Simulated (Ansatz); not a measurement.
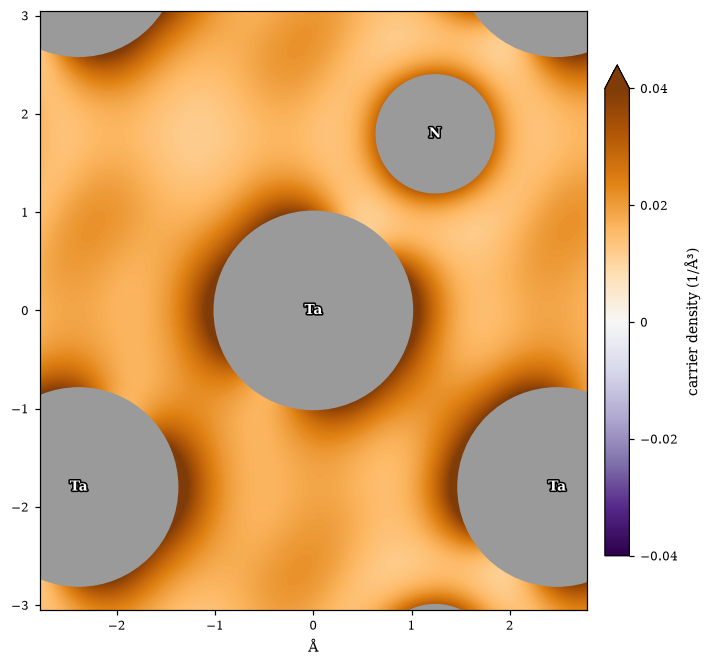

Figure 1: Ta2N. Where the extra electron sits when 0.1 electron is added to the 3-atom cell of the calculation (uniform compensating background, atoms fixed); the change of density for each carrier, counted positive where the carrier is: a map on the (110) plane of the conventional cell, with grey discs over the atomic cores. Cores are masked to 1.0 Å (Ta) and 0.6 Å (N).

Space group P-3m1. The cell comes from a database of computed structures, not from a measurement.

All numbers below come from Ansatz 0.2.0, DFT PBE, scalar-relativistic, plane waves, PAW.

Core electrons are frozen (PAW), so the fields are smoothed inside the atomic spheres.

Q: Where does the doped charge go?

A: The added electron is spread through the whole cell, and no element is preferred much beyond its share of the volume; the electrons' screening of the uniform background evens it out. Over the whole cell, outside the cores, it is densest at the edge of the masked core of Ta. The counter-flow of charge adds up to under 0.1 e for each carrier. These are shares of the net change, screening included; the states that take the carrier can be more concentrated.
